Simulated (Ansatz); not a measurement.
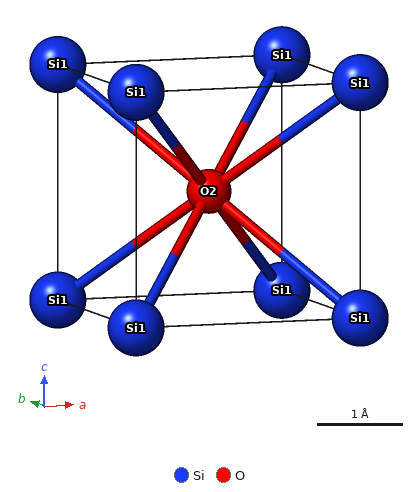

**Figure 1.** The structure as given in the input (ball-and-stick view of the cell of the calculation, seen slightly off an axis; atoms are numbered from 1 in the order of the input). An atom can appear more than once, as a periodic image.

# SiO: a changed input and its effect

System: SiO (2 atoms in the cell).
Method of run A: Kohn-Sham DFT of a periodic cell, PBEsol with D3(BJ), Ansatz PAW, no spin polarisation (Ansatz 0.2.0).

The structure was built on a prototype by a generator; it need not be a known phase. Text and figures count atoms from 1; the logs count them from 0 in places.

**Input file, run A**
```yaml
crystal:
  lattice:
    - [2.80697, 0.0, 0.0]
    - [0.0, 2.80697, 0.0]
    - [0.0, 0.0, 2.80697]
  atoms:
    - { symbol: Si, position: [0.0, 0.0, 0.0] }
    - { symbol: O, position: [0.5, 0.5, 0.5] }
hamiltonian:
  xc: pbesol
  pseudopotentials: { kind: paw }
  dispersion: d3bj
kpoints:
  mp_grid: { grid: [9, 9, 9] }
scf:
  occupations: { method: fermi_dirac, width: 0.05 }
output:
  forces: true
  stress: true
  eigenvalues: true
relax:
  f_tol: 0.01
  max_steps: 40
  cell: { stress_tol: 0.05 }
```

Command:
```bash
ansatz run input.yaml --threads 2 --pin off --max-ram 5632MiB --backend cpu --events-out ev --progress --plain --runs-dir out
```

Hardware: 2 threads of Arm Neoverse V1, 112 GiB of memory available, shared host.

**Output, shortened to warnings, some set-up lines, iterations and results (run A)**
```
Basis set: ecut = 420 eV, 461 PW (Γ), exchange–correlation on 40×40×40 points (8 copies of the dense FFT grid, shifted against one another)
Symmetry: 48 space group operations
k-points: 35 of 729
Initial density: superposition of atomic densities (neutral atoms: chi_scale 0, normalization atom), corrected by the library's trained network
[...]
SCF iter   1: F=—  HF=-1180.417559 eV  |F-HF|=—  |Δ(HF+E_count)|=         —  Δρ=4.56e-3  dr2=2.47e-3  ethr=1.77e-3  ⟨swp⟩=6.2  Hψ=2253  notcnv=0
SCF iter   2: F=—  HF=-1180.416311 eV  |F-HF|=—  |Δ(HF+E_count)|=   1.25e-3  Δρ=2.05e-3  dr2=5.14e-4  ethr=2.47e-5  ⟨swp⟩=2.3  Hψ=730  notcnv=0
SCF iter   3: F=—  HF=-1180.416239 eV  |F-HF|=—  |Δ(HF+E_count)|=   7.20e-5  Δρ=4.46e-4  dr2=2.78e-5  ethr=5.14e-6  ⟨swp⟩=2.8  Hψ=500  notcnv=0
SCF iter   4: F=—  HF=-1180.416195 eV  |F-HF|=—  |Δ(HF+E_count)|=   4.45e-5  Δρ=8.16e-5  dr2=9.95e-7  ethr=2.78e-7  ⟨swp⟩=2.1  Hψ=475  notcnv=0
SCF iter   5: F=-1180.416195 eV  HF=-1180.416195 eV  |F-HF|=3.14e-8  |Δ(HF+E_count)|=   2.31e-8  Δρ=1.43e-5  dr2=3.78e-8  ethr=9.95e-9  ⟨swp⟩=1.5  Hψ=363  notcnv=0
[... 49 lines ...]
SCF iter   6: F=-1180.444147 eV  HF=-1180.444147 eV  |F-HF|=2.27e-13  |Δ(HF+E_count)|=  2.27e-13  Δρ=3.90e-9  dr2=1.22e-15  ethr=1.00e-12  ⟨swp⟩=1.0  Hψ=315  notcnv=0
SCF iter   7: F=-1180.444147 eV  HF=-1180.444147 eV  |F-HF|=2.27e-13  |Δ(HF+E_count)|=  2.27e-13  Δρ=8.03e-10  dr2=6.42e-17  ethr=1.00e-12  ⟨swp⟩=1.0  Hψ=315  notcnv=0
SCF iter   8: F=-1180.444147 eV  HF=-1180.444147 eV  |F-HF|=2.27e-13  |Δ(HF+E_count)|=  2.27e-13  Δρ=1.31e-10  dr2=1.80e-18  ethr=1.00e-12  ⟨swp⟩=1.6  Hψ=799  notcnv=0
SCF 7 converged in 8 iterations: F = -1180.444147 eV  dr2 = 1.80e-18
relax step   7: F+E_penalty+E_count = -1180.44414697 eV  Δ(F+E_penalty+E_count) = +2.263e-4 eV  max|allowed force component| = 2.564e-30 eV/Å  Δτ_max = 0.0000 Å  P = -0.012 …
basis re-selected at this cell: Δ(F+E_penalty+E_count) = +2.263e-4 eV, ΔP = -0.010 GPa vs the last step (what re-selecting the basis moved, of the pressure what is left beyond the Pulay correction that the steps carried, after the strain that the cell walked since its last selection, with what the …
SCF converged after 8 iterations
Free energy (F): -1180.444147 eV
Harris-Foulkes:  -1180.444147 eV  (|F-HF|=2.27e-13)
Internal energy: -1180.440714 eV  (E = F + TS)
E sigma→0 (E₀):  -1180.442430 eV
Entropy (-TS):   -0.003433 eV (-1.717 meV/atom)
Fermi energy:    10.409420 eV
--- Per-component energies (eV) ---
  E_band       = 26.459951
  E_kinetic    = 212.090997
  E_local      = -322.961949  (includes V_loc(G=0)·N_el)
  E_nonlocal   = 74.678336
  E_hartree    = 119.565358
  E_xc         = -128.095202
  E_vxc        = -140.894752  (∫ρ·V_xc dr)
  E_paw        = -648.798203  (= ΣΔE_a)
  E_vpaw       = -35.585720  (= ΣTr[D̂ρ^β])
  E_aug_tail   = 0.002323  (compensation charges beyond the density's cutoff)
  E_ewald      = -486.575825
  E_disp       = -0.413397  (pairwise vdW)
  E_core_change = 0.066849  (= ΣΔE_core)
  E_smearing   = -0.003433  (= −TS)
  E_closure    = 0.000000  (closes the sum)
  Σ components = -1180.444147   (vs F -1180.444147, Δ=0.00e0)
--- Forces (eV/Å), atoms counted from 1 ---
  atom   1  Si    -0.00000000     0.00000000     0.00000000
  atom   2  O      0.00000000    -0.00000000     0.00000000
  max |Σ_I F_I| component: 4.86e-30 eV/Å
--- Stress (GPa, compression-positive) ---
       -0.011501      -0.000000       0.000000
       -0.000000      -0.011501      -0.000000
        0.000000      -0.000000      -0.011501
  P = ⅓ Tr σ = -0.0115 GPa (-0.115 kbar)
--- Relaxed structure (5 steps of the walk, 5 accepted, 2 SCFs on fresh bases) ---
  F+E_penalty+E_count = -1180.44414697 eV   max|allowed force component| = 2.564e-30 eV/Å   (the final SCF, on the basis selected at the relaxed cell)
  cell:  # Å, volume = 20.8583 Å³
    - [2.752706159621148, -6.976480605840221e-34, -1.0432120532097527e-34]
    - [-6.976480605840221e-34, 2.752706159621148, -2.5679065925163143e-34]
    - [-1.0432120532097527e-34, -2.5679065925163143e-34, 2.752706159621148]
  atoms:
    - { symbol: Si, position: [1.3436598210009555e-34, 5.717701365972342e-36, 5.7177013659684416e-36] }
    - { symbol: O, position: [0.5, 0.5, 0.5] }
```

The input of run B differs as follows (lines with − go, lines with + come):
```diff
-  dispersion: d3bj
+  write_density: true
+  write_potential: true
+  elf: true
+  volumetric_format: npy
```

What does this change do to the results?

The total energies belong to different models, so their difference says nothing on which is more stable or more accurate. The volume per atom goes from 10.43 to 10.66 Å³. The SCF takes 38 iterations over all geometry steps against 45.

**Output, shortened to warnings, some set-up lines, iterations and results (run B)**
```
Basis set: ecut = 420 eV, 461 PW (Γ), exchange–correlation on 40×40×40 points (8 copies of the dense FFT grid, shifted against one another)
Symmetry: 48 space group operations
k-points: 35 of 729
Initial density: superposition of atomic densities (neutral atoms: chi_scale 0, normalization atom), corrected by the library's trained network
[...]
SCF iter   1: F=—  HF=-1180.024401 eV  |F-HF|=—  |Δ(HF+E_count)|=         —  Δρ=4.56e-3  dr2=2.47e-3  ethr=1.77e-3  ⟨swp⟩=6.2  Hψ=2253  notcnv=0
SCF iter   2: F=—  HF=-1180.023153 eV  |F-HF|=—  |Δ(HF+E_count)|=   1.25e-3  Δρ=2.05e-3  dr2=5.14e-4  ethr=2.47e-5  ⟨swp⟩=2.3  Hψ=730  notcnv=0
SCF iter   3: F=—  HF=-1180.023081 eV  |F-HF|=—  |Δ(HF+E_count)|=   7.20e-5  Δρ=4.46e-4  dr2=2.78e-5  ethr=5.14e-6  ⟨swp⟩=2.8  Hψ=500  notcnv=0
SCF iter   4: F=—  HF=-1180.023037 eV  |F-HF|=—  |Δ(HF+E_count)|=   4.45e-5  Δρ=8.16e-5  dr2=9.95e-7  ethr=2.78e-7  ⟨swp⟩=2.1  Hψ=475  notcnv=0
SCF iter   5: F=-1180.023037 eV  HF=-1180.023037 eV  |F-HF|=3.14e-8  |Δ(HF+E_count)|=   2.31e-8  Δρ=1.43e-5  dr2=3.78e-8  ethr=9.95e-9  ⟨swp⟩=1.5  Hψ=363  notcnv=0
[... 40 lines ...]
SCF iter   5: F=-1180.035266 eV  HF=-1180.035266 eV  |F-HF|=2.27e-13  |Δ(HF+E_count)|=  2.27e-13  Δρ=1.16e-8  dr2=9.07e-15  ethr=1.00e-12  ⟨swp⟩=1.0  Hψ=315  notcnv=0
SCF iter   6: F=-1180.035266 eV  HF=-1180.035266 eV  |F-HF|=0.00e0  |Δ(HF+E_count)|=  2.27e-13  Δρ=4.13e-9  dr2=1.87e-15  ethr=1.00e-12  ⟨swp⟩=1.0  Hψ=315  notcnv=0
SCF iter   7: F=-1180.035266 eV  HF=-1180.035266 eV  |F-HF|=2.27e-13  |Δ(HF+E_count)|=  4.55e-13  Δρ=2.19e-9  dr2=4.76e-16  ethr=1.00e-12  ⟨swp⟩=1.4  Hψ=794  notcnv=0
SCF 6 converged in 7 iterations: F = -1180.035266 eV  dr2 = 4.76e-16
relax step   6: F+E_penalty+E_count = -1180.03526635 eV  Δ(F+E_penalty+E_count) = +1.765e-5 eV  max|allowed force component| = 4.207e-30 eV/Å  Δτ_max = 0.0000 Å  P = -0.004 …
basis re-selected at this cell: Δ(F+E_penalty+E_count) = +1.765e-5 eV, ΔP = -0.003 GPa vs the last step (what re-selecting the basis moved, of the pressure what is left beyond the Pulay correction that the steps carried, after the strain that the cell walked since its last selection, with what the …
SCF converged after 7 iterations
Free energy (F): -1180.035266 eV
Harris-Foulkes:  -1180.035266 eV  (|F-HF|=2.27e-13)
Internal energy: -1180.032144 eV  (E = F + TS)
E sigma→0 (E₀):  -1180.033705 eV
Entropy (-TS):   -0.003123 eV (-1.561 meV/atom)
Fermi energy:    10.052466 eV
--- Per-component energies (eV) ---
  E_band       = 24.146360
  E_kinetic    = 211.219720
  E_local      = -327.070357  (includes V_loc(G=0)·N_el)
  E_nonlocal   = 74.587601
  E_hartree    = 120.696116
  E_xc         = -127.782228
  E_vxc        = -140.481230  (∫ρ·V_xc dr)
  E_paw        = -648.722634  (= ΣΔE_a)
  E_vpaw       = -35.503943  (= ΣTr[D̂ρ^β])
  E_aug_tail   = 0.002336  (compensation charges beyond the density's cutoff)
  E_ewald      = -483.029547
  E_core_change = 0.066849  (= ΣΔE_core)
  E_smearing   = -0.003123  (= −TS)
  E_closure    = -0.000000  (closes the sum)
  Σ components = -1180.035266   (vs F -1180.035266, Δ=0.00e0)
--- Forces (eV/Å), atoms counted from 1 ---
  atom   1  Si     0.00000000    -0.00000000     0.00000000
  atom   2  O     -0.00000000     0.00000000     0.00000000
  max |Σ_I F_I| component: 8.41e-30 eV/Å
--- Stress (GPa, compression-positive) ---
       -0.003996       0.000000       0.000000
        0.000000      -0.003996       0.000000
        0.000000       0.000000      -0.003996
  P = ⅓ Tr σ = -0.0040 GPa (-0.040 kbar)
--- Relaxed structure (4 steps of the walk, 4 accepted, 2 SCFs on fresh bases) ---
  F+E_penalty+E_count = -1180.03526635 eV   max|allowed force component| = 4.207e-30 eV/Å   (the final SCF, on the basis selected at the relaxed cell)
  cell:  # Å, volume = 21.3211 Å³
    - [2.7729158195898633, 7.2222372914521344e-34, 2.5679065925163143e-34]
    - [7.2222372914521344e-34, 2.7729158195898633, 0.0]
    - [3.209883240645393e-34, 0.0, 2.7729158195898633]
  atoms:
    - { symbol: Si, position: [1.372248327832027e-34, -1.4294253414915253e-35, -8.576552048950387e-36] }
    - { symbol: O, position: [0.49999999999999994, 0.49999999999999994, 0.49999999999999994] }
```

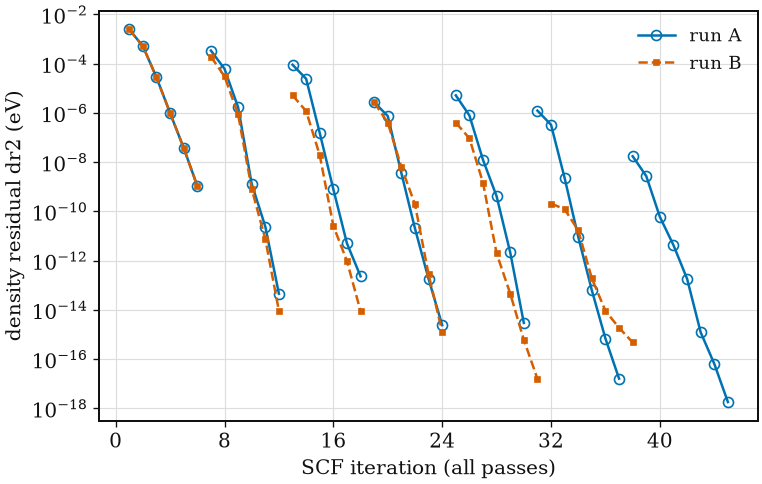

**Figure 2.** Convergence of the two runs: density residual dr2 against the SCF iteration. A break in a curve parts two SCF passes. Run A takes 45 iterations in all, and run B takes 38.

**The two runs side by side**

```tsv
quantity	run A	run B
outcome	converged	converged
free energy per atom (eV)	−590.2221	−590.0176
energy per atom, smearing taken to zero (eV)	−590.2212	−590.0169
gap on the mesh (eV)	0.00	0.00
pressure (GPa)	−0.01	0.00
volume per atom (Å³)	10.43	10.66
largest force (eV/Å)	0.000	0.000
SCF iterations	45	38
irreducible k-points	35	35
wall time (shared host)	3.3 s	2.9 s
```
